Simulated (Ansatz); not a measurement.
# Cobalt, hcp under revPBE: from relaxation to bulk modulus, part 2 of 2

Aim: take cobalt in the hcp structure, relax it, solve it on a dense k-mesh, switch on spin-orbit coupling, then scale the cell to 7 volumes from 88 to 112 % of the relaxed one and try a fit of the equation of state. The start is antiferromagnetic (alternate layers). The k-meshes are 14×14×8 for the relaxation; 23×23×13 for the dense run; 14×14×8 for spin-orbit coupling; 23×23×13 for the volumes. The starting cell is the deposited one, from the Crystallography Open Database.

Ansatz 0.2.0; DFT, revPBE, plane waves (420 eV) with PAW, scalar-relativistic. Earlier steps stand in the parts before.

### 9 The cell scaled to 104 % of its volume

input.yaml reads:

```yaml
crystal:
  lattice:
    - [2.5453194479, 0.0, 0.0]
    - [-1.2726597239, 2.2043113026, 0.0]
    - [0.0, 0.0, 4.1095787982]
  atoms:
    - { symbol: Co, position: [0.3333333333, 0.6666666667, 0.25], spin: 1.714 }
    - { symbol: Co, position: [0.6666666667, 0.3333333333, 0.75], spin: 1.714 }
hamiltonian:
  xc: revpbe
  pseudopotentials:
    kind: paw
    azcp:
      Co: "pseudopotentials/Co.paw.azcp"
basis:
  ecutwfc: 420
  fft_grid_basis: typed
kpoints:
  mp_grid: { grid: [23, 23, 13], shift: [0, 0, 0] }
magnetization:
  spin_polarized: true
scf:
  occupations: { method: fermi_dirac, width: 0.05 }
output:
  stress: true
```

What it wrote (excerpt; [...] marks lines left out):

```text
Warning: RAYON_NUM_THREADS=4 ignored (pool sized by the plan → 4); use --threads N
[...]
Pseudopotentials: kind: paw
Pseudopotential: Co, paw, valence charge 17, recommended cutoff 420 eV (normal), <dir>
Functional definition: revPBE
[...]
Crystal: 2 atoms, lattice volume = 23.058 Å³
Basis set: ecut = 420 eV, 451 PW (Γ)
Bands: 23, of which v1, the nominal top of the filled ones, is band 17 counted from 1 (16 counted from 0)
Symmetry: 24 space group operations
Space group: P63/mmc (ITA 194), of the structure as read, at distance tolerance 2.8e-5 Å
Magnetic group: BNS 194.263 (UNI 1493), of the structure as read, at distance tolerance 2.8e-5 Å
k-points: 392 of 6877
[...]
Starting moments: Σ|m| = 3.428 μB on 2 of 2 sites
[...]
SCF iter   1: F=—  HF=-10258.621730 eV  |F-HF|=—  |Δ(HF+E_count)|=         —  Δρ=1.10e-1 (↑7.92e-3 ↓1.10e-1)  dr2=1.78e0  dr2_m=5.90e-1  M=3.549 μB ∫|m|=3.714 μB  β_m=0.30  ethr=3.10e-3  ⟨swp⟩=5.5  Hψ=68226  notcnv=0
[...]
SCF iter  11: F=-10259.255051 eV  HF=-10259.255051 eV  |F-HF|=2.71e-10  |Δ(HF+E_count)|=  6.84e-10  Δρ=8.60e-7 (↑7.82e-7 ↓8.60e-7)  dr2=2.59e-10  dr2_m=5.19e-12  M=3.335 μB ∫|m|=3.726 μB  ethr=2.68e-11  ⟨swp⟩=2.0  Hψ=52811  notcnv=0
[...]
SCF converged after 11 iterations
Magnetization: 3.3345 μB (18.6673 up, 15.3327 down)
Absolute magnetization: 3.7271 μB (∫|ρ↑−ρ↓|, with the PAW one-centre terms)
Spin contamination: 0.0710 ħ² per cell (⟨S²⟩ above its minimum at these occupations)
Per-site moments (μB) at R_I (Å): [(1.756189735322026, 1.042059410360419), (1.7561897353220262, 1.042059410360419)]
Free energy (F): -10259.255051 eV
[...]
E sigma→0 (E₀):  -10259.247004 eV
Entropy (-TS):   -0.016094 eV (-8.047 meV/atom)
Fermi energy:    17.485459 eV
[...]
--- Stress (GPa, compression-positive) ---
       -7.259813      -0.000000       0.000000
       -0.000000      -7.259813      -0.000000
       -0.000000      -0.000000      -6.782757
  P = ⅓ Tr σ = -7.1008 GPa (-71.008 kbar)
```

It took 14 s on 4 threads of an Arm CPU, shared host; peak memory 0.62 GiB.

### 10 The cell scaled to 108 % of its volume

Edit input.yaml of step 9 so:

```diff
@@ -2,5 +2,5 @@
   lattice:
-    - [2.5453194479, 0.0, 0.0]
-    - [-1.2726597239, 2.2043113026, 0.0]
-    - [0.0, 0.0, 4.1095787982]
+    - [2.5775421021, 0.0, 0.0]
+    - [-1.288771051, 2.2322169398, 0.0]
+    - [0.0, 0.0, 4.1616043059]
   atoms:
```

What it wrote (excerpt; [...] marks lines left out):

```text
Warning: RAYON_NUM_THREADS=4 ignored (pool sized by the plan → 4); use --threads N
[...]
[... 3 set-up lines as earlier in the session ...]
[...]
Crystal: 2 atoms, lattice volume = 23.944 Å³
Basis set: ecut = 420 eV, 463 PW (Γ)
Bands: 23, of which v1, the nominal top of the filled ones, is band 17 counted from 1 (16 counted from 0)
[... 1 set-up line as earlier in the session ...]
Space group: P63/mmc (ITA 194), of the structure as read, at distance tolerance 2.9e-5 Å
Magnetic group: BNS 194.263 (UNI 1493), of the structure as read, at distance tolerance 2.9e-5 Å
k-points: 392 of 6877
[...]
Starting moments: Σ|m| = 3.428 μB on 2 of 2 sites
[...]
SCF iter   1: F=—  HF=-10258.571724 eV  |F-HF|=—  |Δ(HF+E_count)|=         —  Δρ=1.09e-1 (↑8.57e-3 ↓1.09e-1)  dr2=1.55e0  dr2_m=7.15e-1  M=3.623 μB ∫|m|=3.800 μB  β_m=0.30  ethr=3.10e-3  ⟨swp⟩=5.5  Hψ=68050  notcnv=0
[...]
SCF iter  10: F=-10259.199722 eV  HF=-10259.199722 eV  |F-HF|=3.13e-9  |Δ(HF+E_count)|=   3.06e-8  Δρ=3.46e-6 (↑1.83e-6 ↓3.46e-6)  dr2=4.42e-9  dr2_m=1.51e-10  M=3.396 μB ∫|m|=3.806 μB  ethr=2.94e-10  ⟨swp⟩=2.4  Hψ=56126  notcnv=0
[...]
SCF converged after 10 iterations
Magnetization: 3.3961 μB (18.6981 up, 15.3019 down)
Absolute magnetization: 3.8073 μB (∫|ρ↑−ρ↓|, with the PAW one-centre terms)
Spin contamination: 0.0766 ħ² per cell (⟨S²⟩ above its minimum at these occupations)
Per-site moments (μB) at R_I (Å): [(1.790641736072046, 1.0552514362506689), (1.7906417360720455, 1.0552514362506689)]
Free energy (F): -10259.199722 eV
[...]
E sigma→0 (E₀):  -10259.191501 eV
Entropy (-TS):   -0.016442 eV (-8.221 meV/atom)
Fermi energy:    16.708982 eV
[...]
--- Stress (GPa, compression-positive) ---
      -12.893049       0.000000       0.000000
        0.000000     -12.893049       0.000000
        0.000000       0.000000     -12.254077
  P = ⅓ Tr σ = -12.6801 GPa (-126.801 kbar)
```

It took 14 s on 4 threads of an Arm CPU, shared host; peak memory 0.63 GiB.

### 11 The cell scaled to 112 % of its volume

Edit input.yaml of step 10 so:

```diff
@@ -2,5 +2,5 @@
   lattice:
-    - [2.5775421021, 0.0, 0.0]
-    - [-1.288771051, 2.2322169398, 0.0]
-    - [0.0, 0.0, 4.1616043059]
+    - [2.6089786406, 0.0, 0.0]
+    - [-1.3044893203, 2.2594417807, 0.0]
+    - [0.0, 0.0, 4.2123605802]
   atoms:
```

What it wrote (excerpt; [...] marks lines left out):

```text
Warning: RAYON_NUM_THREADS=4 ignored (pool sized by the plan → 4); use --threads N
[...]
[... 3 set-up lines as earlier in the session ...]
[...]
Crystal: 2 atoms, lattice volume = 24.831 Å³
Basis set: ecut = 420 eV, 513 PW (Γ)
Bands: 23, of which v1, the nominal top of the filled ones, is band 17 counted from 1 (16 counted from 0)
[... 2 set-up lines as earlier in the session ...]
Magnetic group: BNS 194.263 (UNI 1493), of the structure as read, at distance tolerance 2.9e-5 Å
k-points: 392 of 6877
[...]
Starting moments: Σ|m| = 3.428 μB on 2 of 2 sites
[...]
SCF iter   1: F=—  HF=-10258.485051 eV  |F-HF|=—  |Δ(HF+E_count)|=         —  Δρ=1.09e-1 (↑1.58e-2 ↓1.09e-1)  dr2=1.33e0  dr2_m=8.56e-1  M=3.700 μB ∫|m|=3.888 μB  β_m=0.30  ethr=3.10e-3  ⟨swp⟩=5.4  Hψ=68098  notcnv=0
[...]
SCF iter  11: F=-10259.116610 eV  HF=-10259.116610 eV  |F-HF|=1.16e-10  |Δ(HF+E_count)|=  4.31e-10  Δρ=7.45e-7 (↑2.57e-7 ↓7.45e-7)  dr2=1.53e-10  dr2_m=1.45e-11  M=3.440 μB ∫|m|=3.871 μB  ethr=1.39e-12  ⟨swp⟩=1.0  Hψ=51877  notcnv=0
[...]
SCF converged after 11 iterations
Magnetization: 3.4404 μB (18.7202 up, 15.2798 down)
Absolute magnetization: 3.8717 μB (∫|ρ↑−ρ↓|, with the PAW one-centre terms)
Spin contamination: 0.0823 ħ² per cell (⟨S²⟩ above its minimum at these occupations)
Per-site moments (μB) at R_I (Å): [(1.8166320346825717, 1.068121624621493), (1.8166320346825715, 1.068121624621493)]
Free energy (F): -10259.116610 eV
[...]
E sigma→0 (E₀):  -10259.108210 eV
Entropy (-TS):   -0.016801 eV (-8.401 meV/atom)
Fermi energy:    15.989829 eV
[...]
--- Stress (GPa, compression-positive) ---
      -17.443878       0.000000       0.000000
        0.000000     -17.443878      -0.000000
        0.000000      -0.000000     -16.650928
  P = ⅓ Tr σ = -17.1796 GPa (-171.796 kbar)
```

Wall time 15 s (4 threads of an Arm CPU, shared host); peak memory 0.64 GiB.

### 12 Energy and pressure against volume

All volumes keep the relaxed shape and fractional coordinates.

```csv
V (Å³/atom),E − E₀ (meV/atom),P from the stress (GPa),P from the fit (GPa),largest moment (μB)
9.755,124.7,34.52,34.52,1.61
10.199,49.9,20.09,19.99,1.64
10.642,11.1,8.68,8.63,1.67
11.085,0.2,-0.17,-0.27,1.71
11.529,10.8,-7.10,-7.25,1.76
11.972,38.6,-12.68,-12.72,1.79
12.416,80.2,-17.18,-16.99,1.82
```

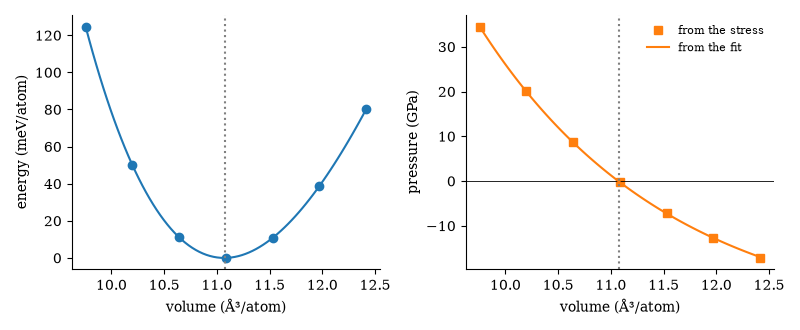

Energy and pressure against volume; the lines are the Birch-Murnaghan fit; the dotted line marks the deposited volume.

Fit (Birch-Murnaghan, third order): V₀ = 11.070 Å³/atom, B₀ = 198 GPa, B₀′ = 5.1, largest residual 0.19 meV/atom.

### 13 Results

What follows sums up all 2 parts.

| quantity | value |
| --- | --- |
| space group (spins left aside) | P6_3/mmc (No. 194) |
| conventional cell | a = 2.512 Å, c = 4.056 Å (c/a = 1.615) |
| volume | 11.085 Å³/atom |
| shortest distance | 2.493 Å |
| against the deposited volume | +0.1 % (11.074 Å³/atom) |
| gap on the mesh | none (levels filled in part) |
| magnetic state | ferromagnetic, up to 1.71 μB per atom |
| magnetic state with spin-orbit coupling | ferromagnetic, up to 1.65 μB per atom |
| V₀, B₀, B₀′ | 11.070 Å³/atom, 198 GPa, 5.1 |

**Reading.** The volume comes out 0.1 % larger than measured. Zero-point motion and thermal expansion are left out, so the match is not as exact as it looks. It ends ferromagnetic, with up to 1.71 μB per atom. That is not the order it started in. Levels at the Fermi energy are filled in part, as in a metal. In the spin-orbit run the largest spin moment goes from 1.71 to 1.65 μB; mesh and site projection of the two kinds of run can differ, so the change can't be laid on spin-orbit coupling. The total energy of the spin-orbit run lies -0.25 eV/atom from the scalar one, but the two kinds of run don't share a zero of energy: only differences within one kind count. The fitted modulus is 198 GPa; letting shape and positions relax at each volume could only lower it.
